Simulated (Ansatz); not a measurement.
**Run report: Pt4H, geometry relaxation (part 2 of 2)**

The same run, continued: Pt4H (slab, 5 atoms in the cell); DFT LDA, scalar-relativistic, plane waves, PAW, no spin polarisation (Ansatz 0.2.0); cutoff 420 eV, 12×12×1 k-mesh, Gaussian smearing of 0.1 eV. The structure derives from an entry of the Crystallography Open Database. The input holds or restrains some coordinates.

Geometry of the input (Å; fractional positions):
```
2.7532  0.0000  0.0000
-1.3766  2.3843  0.0000
0.0000  0.0000  25.7439
Pt 0.6667  0.3333  0.3302
Pt 0.3333  0.6667  0.4175
Pt 0.0000  0.0000  0.5039
Pt 0.6667  0.3333  0.5914
H  0.0000  0.0000  0.6116
```

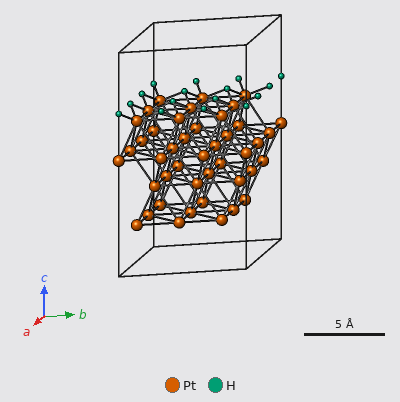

Fig. 1: The geometry at step 2 of the log (ball-and-stick view of the 3 × 3 repeat of the cell, with the vacuum cut short, seen slightly off an axis).

The program's output, continued
```
SCF iter   1: F=—  HF=-48994.497334 eV  |F-HF|=—  |Δ(HF+E_count)|=         —  Δρ=5.84e-3  dr2=4.57e-1  ethr=1.12e-3  p=0.020 e·Å  D=2.12e-2 V/Å  ΔV_dip=-0.55 eV  dr2_dipole=1.47e-1  V_vac-E_F(+/−)=5.48/6.03 eV  ⟨swp⟩=4.7  Hψ=2223  notcnv=0  defer=24
efield: sawtooth ramp at fractional position 0.9209 (handed on by an earlier solve), width 0.1000; the density the first Hamiltonian is built on has a dipole p = 0.020 e·Å; the dipole correction subtracts the counter field D = 2.12e-2 V/Å, which shifts the + side's vacuum level by -0.55 eV against the − side's; the planar-averaged density in the ramp window peaks in size at 1.1e-6 e/Å³
preconditioner: auto → LDOS  [metal: Δε(μ)=0.039 eV  Ē_g=8.047 eV  σ=0.100 eV  W_gap=0.22  n_scr=18 (ndim 8)  ℏωp=18.3 eV  f_vac=0.592  D(μ)=7.53/eV (n_scr^D=76)  β→1.0]
SCF iter   2: F=—  HF=-48994.488398 eV  |F-HF|=—  |Δ(HF+E_count)|=   8.94e-3  Δρ=1.45e-3  dr2=1.48e-2  ethr=6.26e-4  p=0.024 e·Å  D=2.57e-2 V/Å  ΔV_dip=-0.66 eV  dr2_dipole=5.10e-3  V_vac-E_F(+/−)=5.39/6.05 eV  ⟨swp⟩=1.6  Hψ=1009  notcnv=0  defer=28
SCF iter   3: F=—  HF=-48994.488270 eV  |F-HF|=—  |Δ(HF+E_count)|=   1.28e-4  Δρ=7.64e-4  dr2=3.88e-3  ethr=2.03e-5  p=0.028 e·Å  D=2.96e-2 V/Å  ΔV_dip=-0.76 eV  dr2_dipole=4.20e-4  V_vac-E_F(+/−)=5.29/6.05 eV  ⟨swp⟩=2.1  Hψ=1236  notcnv=0  defer=28
SCF iter   4: F=—  HF=-48994.488017 eV  |F-HF|=—  |Δ(HF+E_count)|=   2.52e-4  Δρ=2.96e-4  dr2=5.21e-4  ethr=5.31e-6  p=0.026 e·Å  D=2.79e-2 V/Å  ΔV_dip=-0.72 eV  dr2_dipole=5.31e-5  V_vac-E_F(+/−)=5.33/6.05 eV  ⟨swp⟩=2.0  Hψ=1208  notcnv=0  defer=28
SCF iter   5: F=-48994.487893 eV  HF=-48994.487945 eV  |F-HF|=5.21e-5  |Δ(HF+E_count)|=   7.19e-5  Δρ=8.99e-5  dr2=6.19e-5  ethr=1.06e-7  p=0.027 e·Å  D=2.86e-2 V/Å  ΔV_dip=-0.74 eV  dr2_dipole=3.58e-10  V_vac-E_F(+/−)=5.31/6.05 eV  ⟨swp⟩=21.4  Hψ=9589  notcnv=0
SCF 3 converged in 5 iterations: F = -48994.487893 eV  dr2 = 6.19e-5
relax step   3: F+E_penalty+E_count = -48994.48789330 eV  Δ(F+E_penalty+E_count) = -1.295e-1 eV  max|allowed force component| = 3.625e-1 eV/Å  Δτ_max = 0.1948 Å  (5 SCF iters, dr2 threshold 7.74e-5 eV, accepted)
iter 1 solved again at ethr=2.48e-4 eV; its pass at ethr=3.10e-3 eV (dr2=1.81e-1 eV) is discarded
SCF iter   1: F=—  HF=-48994.547152 eV  |F-HF|=—  |Δ(HF+E_count)|=         —  Δρ=9.77e-3  dr2=1.79e-1  ethr=2.48e-4  p=0.027 e·Å  D=2.86e-2 V/Å  ΔV_dip=-0.74 eV  dr2_dipole=2.22e-2  V_vac-E_F(+/−)=5.34/6.07 eV  ⟨swp⟩=1.8  Hψ=3543  notcnv=0  defer=10
efield: sawtooth ramp at fractional position 0.9209 (handed on by an earlier solve), width 0.1000; the density the first Hamiltonian is built on has a dipole p = 0.027 e·Å; the dipole correction subtracts the counter field D = 2.86e-2 V/Å, which shifts the + side's vacuum level by -0.74 eV against the − side's; the planar-averaged density in the ramp window peaks in size at 4.3e-6 e/Å³
preconditioner: auto → LDOS  [metal: Δε(μ)=0.040 eV  Ē_g=7.915 eV  σ=0.100 eV  W_gap=0.22  n_scr=18 (ndim 8)  ℏωp=18.3 eV  f_vac=0.586  D(μ)=6.88/eV (n_scr^D=52)  β→1.0]
SCF iter   2: F=—  HF=-48994.529957 eV  |F-HF|=—  |Δ(HF+E_count)|=   1.72e-2  Δρ=4.03e-3  dr2=3.76e-2  ethr=2.46e-4  p=0.026 e·Å  D=2.79e-2 V/Å  ΔV_dip=-0.72 eV  dr2_dipole=7.92e-4  V_vac-E_F(+/−)=5.34/6.06 eV  ⟨swp⟩=2.1  Hψ=1494  notcnv=0  defer=10
SCF iter   3: F=—  HF=-48994.520817 eV  |F-HF|=—  |Δ(HF+E_count)|=   9.14e-3  Δρ=1.57e-3  dr2=1.74e-2  ethr=5.15e-5  p=0.022 e·Å  D=2.41e-2 V/Å  ΔV_dip=-0.62 eV  dr2_dipole=1.19e-3  V_vac-E_F(+/−)=5.45/6.07 eV  ⟨swp⟩=2.4  Hψ=1586  notcnv=0  defer=10
SCF iter   4: F=—  HF=-48994.518005 eV  |F-HF|=—  |Δ(HF+E_count)|=   2.81e-3  Δρ=4.63e-4  dr2=1.20e-3  ethr=2.38e-5  p=0.026 e·Å  D=2.82e-2 V/Å  ΔV_dip=-0.73 eV  dr2_dipole=3.30e-5  V_vac-E_F(+/−)=5.34/6.07 eV  ⟨swp⟩=2.0  Hψ=1243  notcnv=0  defer=18
SCF iter   5: F=—  HF=-48994.517844 eV  |F-HF|=—  |Δ(HF+E_count)|=   1.61e-4  Δρ=1.97e-4  dr2=2.98e-4  ethr=1.65e-6  p=0.027 e·Å  D=2.85e-2 V/Å  ΔV_dip=-0.73 eV  dr2_dipole=3.72e-8  V_vac-E_F(+/−)=5.33/6.07 eV  ⟨swp⟩=2.0  Hψ=1229  notcnv=0  defer=24
SCF iter   6: F=—  HF=-48994.517827 eV  |F-HF|=—  |Δ(HF+E_count)|=   1.75e-5  Δρ=9.48e-5  dr2=1.01e-4  ethr=4.08e-7  p=0.027 e·Å  D=2.88e-2 V/Å  ΔV_dip=-0.74 eV  dr2_dipole=3.16e-6  V_vac-E_F(+/−)=5.32/6.07 eV  ⟨swp⟩=2.2  Hψ=1188  notcnv=0  defer=24
SCF iter   7: F=—  HF=-48994.517828 eV  |F-HF|=—  |Δ(HF+E_count)|=   1.42e-6  Δρ=5.00e-5  dr2=1.89e-5  ethr=1.39e-7  p=0.027 e·Å  D=2.90e-2 V/Å  ΔV_dip=-0.75 eV  dr2_dipole=3.17e-6  V_vac-E_F(+/−)=5.32/6.07 eV  ⟨swp⟩=1.3  Hψ=844  notcnv=0  defer=24
SCF iter   8: F=-48994.517826 eV  HF=-48994.517828 eV  |F-HF|=1.80e-6  |Δ(HF+E_count)|=   1.48e-7  Δρ=2.55e-5  dr2=2.95e-6  ethr=1.91e-8  p=0.027 e·Å  D=2.89e-2 V/Å  ΔV_dip=-0.74 eV  dr2_dipole=6.77e-7  V_vac-E_F(+/−)=5.32/6.07 eV  ⟨swp⟩=19.7  Hψ=7964  notcnv=0
SCF 4 converged in 8 iterations: F = -48994.517826 eV  dr2 = 2.95e-6
relax step   4: F+E_penalty+E_count = -48994.51782641 eV  Δ(F+E_penalty+E_count) = -2.993e-2 eV  max|allowed force component| = 9.174e-2 eV/Å  Δτ_max = 0.1600 Å  (8 SCF iters, dr2 threshold 1.39e-5 eV, accepted)
SCF iter   1: F=—  HF=-48994.519638 eV  |F-HF|=—  |Δ(HF+E_count)|=         —  Δρ=1.53e-3  dr2=2.91e-3  ethr=5.51e-5  p=0.027 e·Å  D=2.89e-2 V/Å  ΔV_dip=-0.74 eV  dr2_dipole=7.94e-5  V_vac-E_F(+/−)=5.32/6.06 eV  ⟨swp⟩=3.0  Hψ=2035  notcnv=0  defer=28
efield: sawtooth ramp at fractional position 0.9209 (handed on by an earlier solve), width 0.1000; the density the first Hamiltonian is built on has a dipole p = 0.027 e·Å; the dipole correction subtracts the counter field D = 2.89e-2 V/Å, which shifts the + side's vacuum level by -0.74 eV against the − side's; the planar-averaged density in the ramp window peaks in size at 3.3e-6 e/Å³
preconditioner: auto → LDOS  [metal: Δε(μ)=0.024 eV  Ē_g=7.951 eV  σ=0.100 eV  W_gap=0.14  n_scr=18 (ndim 8)  ℏωp=18.3 eV  f_vac=0.588  D(μ)=6.96/eV (n_scr^D=52)  β→1.0]
SCF iter   2: F=—  HF=-48994.519472 eV  |F-HF|=—  |Δ(HF+E_count)|=   1.66e-4  Δρ=7.87e-4  dr2=1.68e-3  ethr=3.99e-6  p=0.027 e·Å  D=2.85e-2 V/Å  ΔV_dip=-0.73 eV  dr2_dipole=1.06e-4  V_vac-E_F(+/−)=5.33/6.06 eV  ⟨swp⟩=2.1  Hψ=1644  notcnv=0  defer=28
SCF iter   3: F=—  HF=-48994.519052 eV  |F-HF|=—  |Δ(HF+E_count)|=   4.19e-4  Δρ=2.21e-4  dr2=4.40e-4  ethr=2.30e-6  p=0.028 e·Å  D=2.97e-2 V/Å  ΔV_dip=-0.77 eV  dr2_dipole=3.00e-5  V_vac-E_F(+/−)=5.30/6.06 eV  ⟨swp⟩=2.7  Hψ=1442  notcnv=0  defer=28
SCF iter   4: F=—  HF=-48994.519000 eV  |F-HF|=—  |Δ(HF+E_count)|=   5.25e-5  Δρ=6.64e-5  dr2=3.28e-5  ethr=6.03e-7  p=0.027 e·Å  D=2.90e-2 V/Å  ΔV_dip=-0.75 eV  dr2_dipole=1.82e-7  V_vac-E_F(+/−)=5.32/6.06 eV  ⟨swp⟩=2.1  Hψ=1150  notcnv=0  defer=28
SCF iter   5: F=—  HF=-48994.519001 eV  |F-HF|=—  |Δ(HF+E_count)|=   1.47e-6  Δρ=3.25e-5  dr2=1.22e-5  ethr=4.49e-8  p=0.027 e·Å  D=2.89e-2 V/Å  ΔV_dip=-0.74 eV  dr2_dipole=2.31e-7  V_vac-E_F(+/−)=5.32/6.06 eV  ⟨swp⟩=2.0  Hψ=1188  notcnv=0  defer=28
SCF iter   6: F=—  HF=-48994.519001 eV  |F-HF|=—  |Δ(HF+E_count)|=   3.97e-7  Δρ=1.72e-5  dr2=4.20e-6  ethr=1.68e-8  p=0.027 e·Å  D=2.88e-2 V/Å  ΔV_dip=-0.74 eV  dr2_dipole=3.45e-7  V_vac-E_F(+/−)=5.32/6.06 eV  ⟨swp⟩=2.1  Hψ=1102  notcnv=0  defer=28
SCF iter   7: F=—  HF=-48994.519001 eV  |F-HF|=—  |Δ(HF+E_count)|=   1.74e-7  Δρ=7.11e-6  dr2=3.29e-7  ethr=5.75e-9  p=0.027 e·Å  D=2.88e-2 V/Å  ΔV_dip=-0.74 eV  dr2_dipole=1.23e-7  V_vac-E_F(+/−)=5.32/6.06 eV  ⟨swp⟩=1.5  Hψ=902  notcnv=0  defer=28
iter 8 did not close the SCF: its close was put off until two iterations running show no level that it waits for move by more than its bar (scf_convergence_deferred on its scf_iter line)
SCF iter   8: F=-48994.519001 eV  HF=-48994.519001 eV  |F-HF|=6.37e-8  |Δ(HF+E_count)|=   6.66e-9  Δρ=3.15e-6  dr2=6.77e-8  ethr=1.37e-10  p=0.027 e·Å  D=2.88e-2 V/Å  ΔV_dip=-0.74 eV  dr2_dipole=2.43e-8  V_vac-E_F(+/−)=5.32/6.06 eV  ⟨swp⟩=18.4  Hψ=7051  notcnv=0
iter 9 did not close the SCF: its close was put off until two iterations running show no level that it waits for move by more than its bar (scf_convergence_deferred on its scf_iter line)
SCF iter   9: F=-48994.519001 eV  HF=-48994.519001 eV  |F-HF|=6.61e-9  |Δ(HF+E_count)|=   1.42e-8  Δρ=1.21e-6  dr2=1.13e-8  ethr=9.28e-11  p=0.027 e·Å  D=2.88e-2 V/Å  ΔV_dip=-0.74 eV  dr2_dipole=2.31e-9  V_vac-E_F(+/−)=5.32/6.06 eV  ⟨swp⟩=9.4  Hψ=6440  notcnv=0
SCF iter  10: F=-48994.519001 eV  HF=-48994.519001 eV  |F-HF|=4.44e-10  |Δ(HF+E_count)|=   4.54e-9  Δρ=6.93e-7  dr2=1.84e-9  ethr=1.54e-11  p=0.027 e·Å  D=2.88e-2 V/Å  ΔV_dip=-0.74 eV  dr2_dipole=1.60e-11  V_vac-E_F(+/−)=5.32/6.06 eV  ⟨swp⟩=8.7  Hψ=5468  notcnv=0
SCF 5 converged in 10 iterations: F = -48994.519001 eV  dr2 = 1.84e-9
relax step   5: F+E_penalty+E_count = -48994.51900121 eV  Δ(F+E_penalty+E_count) = -1.175e-3 eV  max|allowed force component| = 2.165e-3 eV/Å  Δτ_max = 0.0225 Å  (10 SCF iters, accepted)
WARN: The output density's exchange-correlation potential varies sharply where the density is thin. Do not read a vacuum level from v_tot or v_xc, or from such a field of the output density. On a cell that repeats whose density bears no net charge and no dipole along the vacuum's axis use v_es (v_loc + v_h of the components); under efield.dipole_correction with no amplitude use v_es + v_field, which holds any external_charges[].barrier, or the levels of the report's work_function block, which leave it out; under a non-zero efield.amplitude the vacuum is tilted and has no level; on a cell that repeats and bears such a dipole with no correction it is tilted too, and efield.dipole_correction with no amplitude gives each side of its ramp a level where efield: is served; in a cell that repeats whose density bears a net charge (total_charge, or a fill off its count) it is curved and has none; of a slab under crystal.periodic whose density bears no net charge use v_es, which has a level on each side, short of where the two are joined; of another it falls or rises all the way out and has none; of a slab beside external_charges read slab_vacuum_level instead, which it has where they leave it neutral. The grid or the basis barely resolves most such structure, and the values can differ between equally converged runs; as a rule a tighter scf.convergence.dr2_threshold does not remove it. Where the density itself ripples (under the LDA too) a higher basis.ecutwfc lessens it. The files hold the spikes' plane waves up to the density's cutoff. Files: v_tot_of_output_density and the like, and their columns of v_z.tsv (output.write_potential); v_xc_of_output_density and the like, and their columns of v_comp_z.tsv (output.write_potential_components). Measured: with its Gaussian average of σ = 0.25 Å subtracted twice, the exchange-correlation potential is over 0.1 eV at 102 of the grid points where the equally averaged density (valence and model cores) is under 1e-3 e/Å³, and 0.312 eV at the most among them, at an averaged density of 6.3e-5 e/Å³. The input density's (outcome.potential() and, of a run that writes arrays, v_tot and v_xc) is over 0.1 eV, so measured, at 98 points of its own thin density, 0.311 eV at the most. See output.write_potential in the manual, Limitations
SCF converged after 10 iterations
Free energy (F): -48994.519001 eV
Harris-Foulkes:  -48994.519001 eV  (|F-HF|=4.44e-10)
Internal energy: -48994.484193 eV  (E = F + TS)
E sigma→0 (E₀):  -48994.501597 eV
Entropy (-TS):   -0.034808 eV (-6.962 meV/atom)
Fermi energy:    4.708141 eV
Dipole field:    D = 0.028819 V/Å  (p = 0.026915 e·Å, saw-weighted, corrected)
Work function:   Φ+ = 5.3204 eV   Φ− = 6.0623 eV
Levels:          The Fermi level and band energies are counted from a zero that moves with the ramp; work functions are not
--- Per-component energies (eV) ---
  E_band       = -1855.725660
  E_kinetic    = 2566.778547
  E_local      = -138859.586156  (includes V_loc(G=0)·N_el)
  E_nonlocal   = 829.778723
  E_hartree    = 68004.418609
  E_xc         = -1049.541224
  E_vxc        = -1221.376076  (∫ρ·V_xc dr)
  E_paw        = -36711.431907  (= ΣΔE_a)
  E_vpaw       = -1180.512844  (= ΣTr[D̂ρ^β])
  E_aug_tail   = -0.000384  (compensation charges beyond the density's cutoff)
  E_efield     = 0.000388  (sawtooth field / dipole correction)
  E_vefield    = 0.352105  (∫n·V_field dr)
  E_ewald      = 56223.243732
  E_core_change = 1.855478  (= ΣΔE_core)
  E_smearing   = -0.034808  (= −TS)
  E_closure    = -0.000000  (closes the sum)
  Σ components = -48994.519001   (vs F -48994.519001, Δ=0.00e0)
--- Forces (eV/Å), atoms counted from 1 ---
  atom   1  Pt    -0.00000000    -0.00000000    -0.06470261
  atom   2  Pt     0.00000000     0.00000000     0.06807187
  atom   3  Pt     0.00000000     0.00000000    -0.00178267
  atom   4  Pt     0.00000000     0.00000000     0.00069632
  atom   5  H     -0.00000000    -0.00000000    -0.00216468
  max |Σ_I F_I| component: 1.18e-4 eV/Å
--- Band table (eV; the first three rows and the last of 19) ---
  k-point 0: bands = ["-93.9563", "-93.8841", "-93.8712", "-93.5053", "-48.1958", "-47.9567", "-47.9281", "-47.9281", "-47.8928", "-47.8928", "-47.8283", "-47.8283", "-47.7735", "-47.5233", "-47.5233", "-47.3882", "-5.7883", "-4.8117", "-3.3600", "-2.6500", "0.5202", "0.5678", "0.7911", "0.7911", "0.9941", "1.0057", "1.0057", "1.0561", "1.0561", "1.5005", "1.5005", "2.2203", "3.0329", "3.0329", "3.2669", "3.2669", "3.9318", "3.9318", "4.6337", "4.6337", "4.7746", "9.5015", "10.3878", "10.7528"]
  k-point 1: bands = ["-93.9546", "-93.8823", "-93.8697", "-93.5036", "-48.1891", "-47.9654", "-47.9535", "-47.9351", "-47.9125", "-47.8999", "-47.8541", "-47.8342", "-47.7712", "-47.5492", "-47.5297", "-47.3857", "-5.5436", "-4.5729", "-3.1238", "-2.4090", "0.3237", "0.4350", "0.5888", "0.8622", "0.9789", "0.9794", "1.0992", "1.1914", "1.2066", "1.4004", "1.6750", "1.8600", "2.8611", "2.8772", "3.2868", "3.3492", "3.6900", "3.9369", "4.5576", "4.6467", "6.0173", "9.6810", "10.5491", "10.9382"]
  k-point 2: bands = ["-93.9498", "-93.8773", "-93.8657", "-93.4991", "-48.1720", "-48.0340", "-48.0109", "-47.9540", "-47.9476", "-47.9192", "-47.9042", "-47.8503", "-47.7688", "-47.6191", "-47.5472", "-47.3793", "-4.8659", "-3.9246", "-2.5225", "-1.7894", "-0.1860", "0.0243", "0.2903", "0.5025", "0.8021", "1.0892", "1.2954", "1.4752", "1.5699", "1.5811", "1.7484", "2.1376", "2.4794", "2.6957", "2.9839", "3.2698", "3.9334", "3.9609", "4.6761", "5.4949", "7.4481", "10.2005", "11.0075", "11.4848"]
  k-point 18: bands = ["-93.9273", "-93.8528", "-93.8473", "-93.4777", "-48.2290", "-48.2154", "-48.1879", "-48.1807", "-48.1511", "-48.1004", "-48.0084", "-47.8851", "-47.7934", "-47.7768", "-47.7697", "-47.3503", "-2.2914", "-0.9419", "-0.9339", "-0.8407", "-0.3668", "-0.3252", "-0.0114", "0.0868", "0.6560", "0.7774", "0.9991", "1.6032", "1.6794", "2.4870", "2.5957", "3.0107", "3.6602", "4.3027", "4.3160", "4.4144", "8.0322", "8.9027", "9.6009", "10.0326", "10.1065", "11.2180", "11.9010", "12.3728"]
--- Relaxed structure (5 steps of the walk, 5 accepted, 0 SCFs on fresh bases) ---
  F+E_penalty+E_count = -48994.51900121 eV   max|allowed force component| = 2.165e-3 eV/Å
  atoms:
    - { symbol: Pt, position: [0.6666666666666667, 0.3333333333333333, 0.33017509770000003] }
    - { symbol: Pt, position: [0.33333333333333337, 0.6666666666666667, 0.4174956131] }
    - { symbol: Pt, position: [-2.2477532730125426e-17, -1.480297366145334e-17, 0.5048864212467021] }
    - { symbol: Pt, position: [0.6666666666666667, 0.3333333333333333, 0.5956417873781553] }
    - { symbol: H, position: [8.771332840115462e-19, -1.480297366145334e-17, 0.6320455991856332] }
```

Trajectory as extended XYZ (Å, eV, eV/Å), 5 frames, from step=1 to step=5
```
5
Lattice="2.7532 0.0000 0.0000 -1.3766 2.3843 0.0000 0.0000 0.0000 25.7439" Properties=species:S:1:pos:R:3:forces:R:3 step=1 energy=-48994.05388
Pt    1.3766    0.7948    8.5000    0.0000   0.0000  -0.0829
Pt    0.0000    1.5896   10.7480    0.0000   0.0000  -0.0861
Pt    0.0000    0.0000   12.9718    0.0000   0.0000  -0.6565
Pt    1.3766    0.7948   15.2238    0.0000   0.0000  -0.9848
H     0.0000    0.0000   15.7438    0.0000   0.0000   1.8106
5
Lattice="2.7532 0.0000 0.0000 -1.3766 2.3843 0.0000 0.0000 0.0000 25.7439" Properties=species:S:1:pos:R:3:forces:R:3 step=2 energy=-48994.35840
Pt    1.3766    0.7948    8.5000    0.0000   0.0000  -0.0642
Pt    0.0000    1.5896   10.7480    0.0000   0.0000  -0.7134
Pt    0.0000    0.0000   12.9075    0.0000   0.0000   0.5117
Pt    1.3766    0.7948   15.2166    0.0000   0.0000  -0.8463
H     0.0000    0.0000   15.9385    0.0000   0.0000   1.1126
5
Lattice="2.7532 0.0000 0.0000 -1.3766 2.3843 0.0000 0.0000 0.0000 25.7439" Properties=species:S:1:pos:R:3:forces:R:3 step=3 energy=-48994.48789
Pt    1.3766    0.7948    8.5000    0.0000   0.0000  -0.0716
Pt    0.0000    1.5896   10.7480    0.0000   0.0000  -0.4727
Pt    0.0000    0.0000   12.9318    0.0000   0.0000   0.1192
Pt    1.3766    0.7948   15.2010    0.0000   0.0000   0.3625
H     0.0000    0.0000   16.1334    0.0000   0.0000   0.0622
5
Lattice="2.7532 0.0000 0.0000 -1.3766 2.3843 0.0000 0.0000 0.0000 25.7439" Properties=species:S:1:pos:R:3:forces:R:3 step=4 energy=-48994.51783
Pt    1.3766    0.7948    8.5000    0.0000   0.0000  -0.0639
Pt    0.0000    1.5896   10.7480    0.0000   0.0000   0.1886
Pt    0.0000    0.0000   13.0144    0.0000   0.0000  -0.0917
Pt    1.3766    0.7948   15.3567    0.0000   0.0000  -0.0299
H     0.0000    0.0000   16.2934    0.0000   0.0000  -0.0027
5
Lattice="2.7532 0.0000 0.0000 -1.3766 2.3843 0.0000 0.0000 0.0000 25.7439" Properties=species:S:1:pos:R:3:forces:R:3 step=5 energy=-48994.51900
Pt    1.3766    0.7948    8.5000    0.0000   0.0000  -0.0647
Pt    0.0000    1.5896   10.7480    0.0000   0.0000   0.0681
Pt    0.0000    0.0000   12.9978    0.0000   0.0000  -0.0018
Pt    1.3766    0.7948   15.3342    0.0000   0.0000   0.0007
H     0.0000    0.0000   16.2713    0.0000   0.0000  -0.0022
```

Results in brief

| quantity | value |
| --- | --- |
| outcome | converged under the restraints of the input |
| electrons treated | 73 |
| free energy | −48994.5190 eV |
| work function, top face | 5.32 eV |
| work function, bottom face | 6.06 eV |
| Fermi energy | 4.708 eV |
| gap on the k-point mesh | none (metallic) |
| final volume | 169.00 Å³ |
| work function (upper face) | 5.32 eV |
| largest force (length of the vector) at the end, held atoms and coordinates included | 0.068 eV/Å |
| hardware | 1 thread of Arm Neoverse V1, 24 GiB of memory available, shared host |
| wall time | 87 s |
| peak memory | 0.39 GiB |

Remarks

The program warns: the exchange-correlation potential is rough where the density is thin. Spin–orbit coupling is left out, which matters for Pt.
